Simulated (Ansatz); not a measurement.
B48N48H: several calculations on one system

## 1. Relaxation

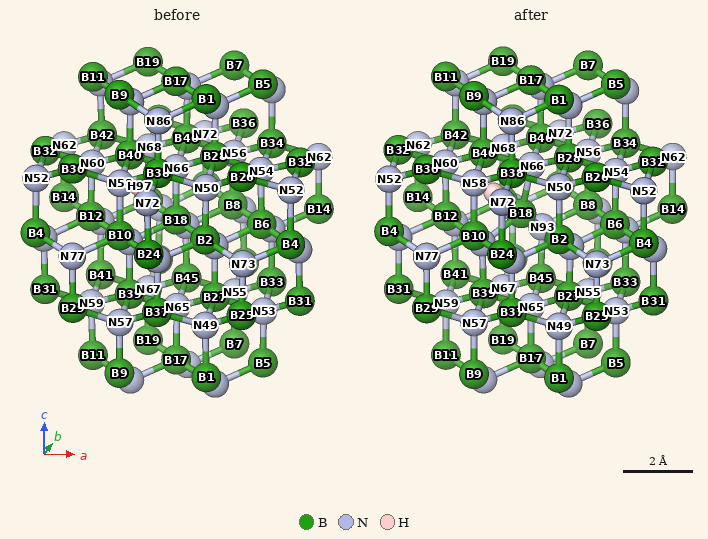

The structure of a defect cell of composition B₄₈N₄₈H (cell charge −1) before (left) and after (right) a relaxation, at one scale.

A ball-and-stick model of the atoms within 5.0 Å of the atom that moves most (axes of the cell of the calculation (origin shifted)), seen slightly off an axis.

Level of theory: DFT, PBEsol, PAW, plane waves (Ansatz 0.2.0). Set-up: plane-wave cutoff 420 eV; k-point mesh 1 × 1 × 1; mesh shifted by (0.25, 0.25, 0.25); no spin polarisation; atoms relaxed in a fixed cell; force threshold 0.03 eV/Å; at most 80 steps.

Describe what moved and what it gained.

Answer. After 11 geometry steps the energy has fallen by 3.639 eV per cell of the calculation. Largest force component: 3 eV/Å at the start, 0.018 eV/Å at the end. The atom that moves furthest is a B atom (0.37 Å along [−2 1 1]). By element the largest moves are B 0.37 Å, H 0.21 Å, N 0.12 Å. The cell stays as it was. Some distances before and after: B–H 1.645 → 1.175 Å, B–N 1.605 → 2.040 Å, B–B 2.553 → 2.219 Å, B–B 2.517 → 2.211 Å. New bonds form: B–H (1.64 → 1.17 Å). Bond angles that change, for instance: B–N–B 110.0° → 90.2°, B–N–B 108.6° → 90.7°, B–N–B 111.1° → 122.5°. The run took 37 s on 8 threads of Intel(R) Xeon(R) 6975P-C, peak memory 1.3 GiB.

Limits of the set-up: the periodic images lie only 7.6 Å apart, so the values are limited by the cell's size; the cell is charged, on a uniform background, and energies carry no finite-size correction.

## 2. Relaxation

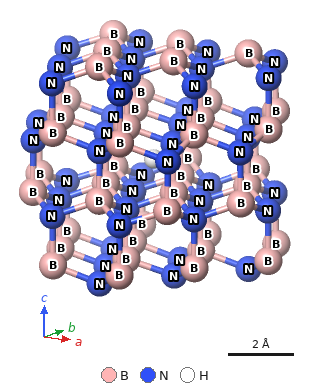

A defect cell of composition B$_{48}$N$_{48}$H, before the relaxation. Style: ball-and-stick. Shown: the atoms within 5.0 Å of the atom that moves most (axes of the cell of the calculation (origin shifted)), from a free direction.

Theory: DFT, PBEsol, PAW, plane waves (Ansatz 0.2.0).

Settings: plane-wave cutoff 420 eV; k-point mesh 1 × 1 × 1; mesh shifted by (0.25, 0.25, 0.25); collinear spin; atoms relaxed in a fixed cell; force threshold 0.03 eV/Å; at most 80 steps.

```
CELL_PARAMETERS angstrom
7.62299 0.00000 0.00000
0.00000 8.80227 0.00000
0.00000 0.00000 8.40658
ATOMIC_POSITIONS crystal
B 0.00502 0.16651 0.00394
B 0.99973 0.16894 0.49775
B 0.33368 0.16292 0.00483
B 0.33468 0.16618 0.49582
B 0.17071 0.41632 0.00212
B 0.16568 0.41607 0.49947
B 0.00189 0.66653 0.00100
B 0.99544 0.66663 0.50028
B 0.66409 0.16614 0.00518
B 0.66641 0.16325 0.50033
B 0.50413 0.41405 0.00141
B 0.49490 0.41615 0.49994
B 0.33085 0.66649 0.99842
B 0.33314 0.66828 0.49853
B 0.16400 0.91853 0.00056
B 0.16863 0.91584 0.49966
B 0.82960 0.41852 0.99790
B 0.82976 0.42007 0.49999
B 0.66225 0.66817 0.99941
B 0.66365 0.66723 0.50061
B 0.49526 0.92010 0.99669
B 0.49919 0.91700 0.50253
B 0.82995 0.91626 0.99856
B 0.83505 0.91801 0.50033
B 0.16164 0.08566 0.25344
B 0.16429 0.08517 0.75064
B 0.00042 0.33517 0.25097
B 0.00130 0.33354 0.75605
B 0.49979 0.08597 0.25183
B 0.49903 0.08451 0.75246
B 0.33355 0.33762 0.24983
B 0.33475 0.33744 0.74770
B 0.16676 0.58433 0.25095
B 0.16734 0.58466 0.74812
B 0.00205 0.83722 0.25038
B 0.99981 0.83743 0.75099
B 0.82983 0.08518 0.25073
B 0.83411 0.08395 0.75045
B 0.66695 0.33034 0.24887
B 0.66643 0.33349 0.74850
B 0.49631 0.58127 0.24929
B 0.50125 0.58476 0.75112
B 0.33805 0.83376 0.24890
B 0.33064 0.83423 0.74903
B 0.83305 0.58391 0.25113
B 0.83321 0.58098 0.75245
B 0.66493 0.83134 0.24876
B 0.66716 0.83368 0.75075
N 0.00105 0.16447 0.19076
N 0.00298 0.17081 0.68447
N 0.33527 0.16494 0.18441
N 0.33697 0.16739 0.69037
N 0.17282 0.41824 0.18677
N 0.16189 0.41755 0.69140
N 0.00327 0.66477 0.18719
N 0.99964 0.66565 0.68471
N 0.66485 0.16762 0.18639
N 0.66722 0.16525 0.68700
N 0.49563 0.41857 0.18734
N 0.49976 0.41542 0.68993
N 0.32972 0.66751 0.18750
N 0.33262 0.66729 0.68677
N 0.16576 0.91521 0.18712
N 0.16134 0.91586 0.68728
N 0.83243 0.41885 0.18848
N 0.82893 0.41785 0.68717
N 0.66446 0.66476 0.18391
N 0.66516 0.66937 0.69254
N 0.49718 0.92437 0.19257
N 0.50185 0.91495 0.68582
N 0.83520 0.91681 0.18906
N 0.82870 0.91916 0.68527
N 0.16735 0.08471 0.43914
N 0.16145 0.08548 0.93830
N 0.00065 0.33282 0.43597
N 0.00188 0.33532 0.93828
N 0.49764 0.08460 0.43798
N 0.49799 0.08096 0.94014
N 0.32929 0.33403 0.43461
N 0.33513 0.33258 0.93605
N 0.16804 0.58079 0.44150
N 0.16793 0.58490 0.94132
N 0.99690 0.83340 0.44097
N 0.99914 0.83202 0.93652
N 0.83305 0.08240 0.44110
N 0.83693 0.07927 0.93996
N 0.66525 0.33342 0.43639
N 0.66859 0.33784 0.93804
N 0.49740 0.58233 0.44027
N 0.49344 0.58064 0.93852
N 0.33547 0.83568 0.43381
N 0.33111 0.82881 0.93750
N 0.83103 0.58132 0.44038
N 0.83640 0.58385 0.93999
N 0.67356 0.83236 0.43504
N 0.66463 0.83208 0.93615
H 0.66550 0.49980 0.59546
```

### What does the optimiser find from here?

Over 3 geometry steps the energy falls by 2.108 eV per cell of the calculation. Largest force component: 2.2 eV/Å at the start, 0.012 eV/Å at the end. H97 moves most: 0.18 Å along −c. Largest moves by element: H 0.18 Å, N 0.08 Å, B 0.06 Å. The lattice vectors keep their values. Some distances before and after: B18–N93 1.505 → 1.577 Å, B22–N95 1.626 → 1.557 Å, B28–N66 1.616 → 1.552 Å, B9–N86 1.619 → 1.558 Å. Bond angles that change, for instance: N54–B32–N60 113.4° → 108.8°, B12–N89–B20 111.0° → 106.7°, N52–B32–N80 106.3° → 110.3°.

The end point in the same view:

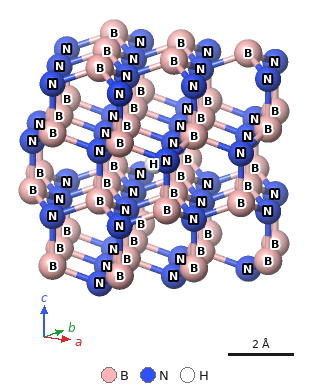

Limits of the set-up: the periodic images lie only 7.6 Å apart, so the values are limited by the cell's size.

## 3. Defect

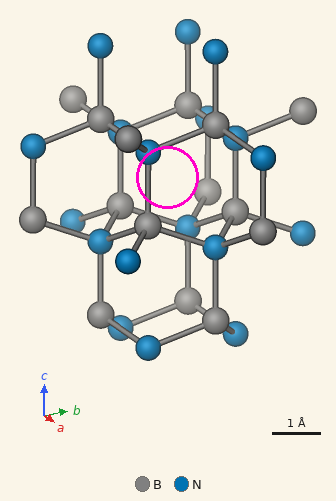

Perfect BN. Style: ball-and-stick. Shown: the atoms within 3.8 Å of one point, slightly off an axis.

Computed with DFT, PBEsol, PAW, plane waves (Ansatz 0.2.0). Settings: plane-wave cutoff 420 eV; k-point mesh 1 × 1 × 1; mesh shifted by (0.25, 0.25, 0.25); no spin polarisation. Fermi-Dirac smearing of 0.01 eV. A uniform background neutralises the charged cell. The axes drawn are those of the host's conventional cell.

An extra hydrogen atom is put between the host's atoms (an interstitial) at the ringed place, in charge state −1. The supercell has 96 sites, and the atoms are relaxed at the host's cell.

**Predict the relaxed surroundings of the defect.**

The H atom starts with 6 N at 1.66 to 1.97 Å, 6 B at 1.66 to 1.98 Å around its place and ends with 1 B at 1.17 Å. Of the host's atoms, a boron atom moves furthest from its site, by 0.40 Å. The H atom itself moves 0.21 Å from where it was put.

The relaxed defect, seen from the same direction:

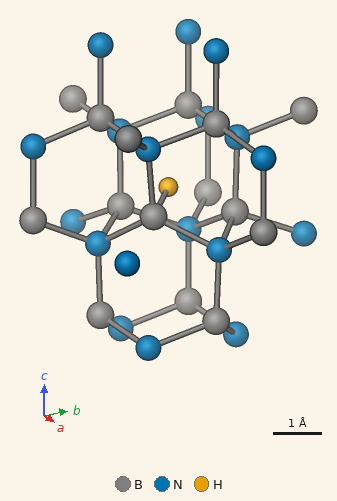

Limits of the set-up: the periodic images lie only 7.6 Å apart, so the values are limited by the cell's size; the cell is charged, on a uniform background, and energies carry no finite-size correction.

## 4. Defect

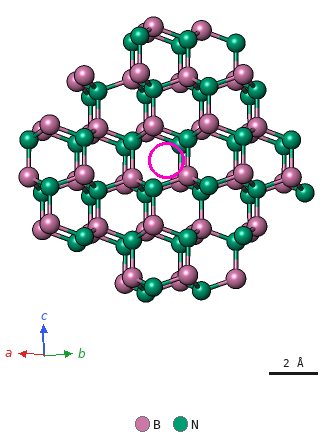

Perfect BN. Style: ball-and-stick. Shown: the atoms within 6.0 Å of one point, in a slice 5.0 Å thick across the line of sight, from a free direction.

Computed with DFT, PBEsol, PAW, plane waves in Ansatz 0.2.0. Set-up: plane-wave cutoff 420 eV; k-point mesh 1 × 1 × 1; mesh shifted by (0.25, 0.25, 0.25); collinear spin. Fermi-Dirac smearing of 0.01 eV. The axes drawn are those of the host's conventional cell.

An extra hydrogen atom is put between the host's atoms (an interstitial) at the ringed place, in charge state 0. The supercell has 96 sites, and the atoms are relaxed at the host's cell.

Predict the relaxed surroundings of the defect.

Answer. The H atom starts with 6 N at 1.66 to 1.97 Å, 6 B at 1.66 to 1.98 Å around its place and ends with 3 B at 1.59 Å, 6 N at 1.77 to 1.90 Å. Of the host's atoms, a nitrogen atom moves furthest from its site, by 0.04 Å. The H atom itself moves 0.18 Å from where it was put. The cell's net moment is 1.00 μB.

The relaxed defect, seen from the same direction:

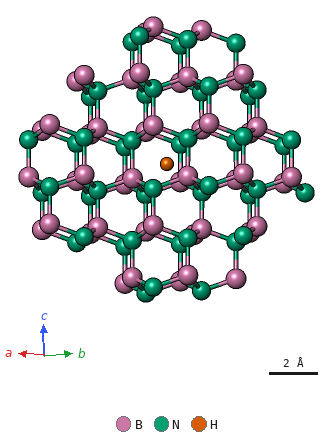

Limits of the set-up: the periodic images lie only 7.6 Å apart, so the values are limited by the cell's size.
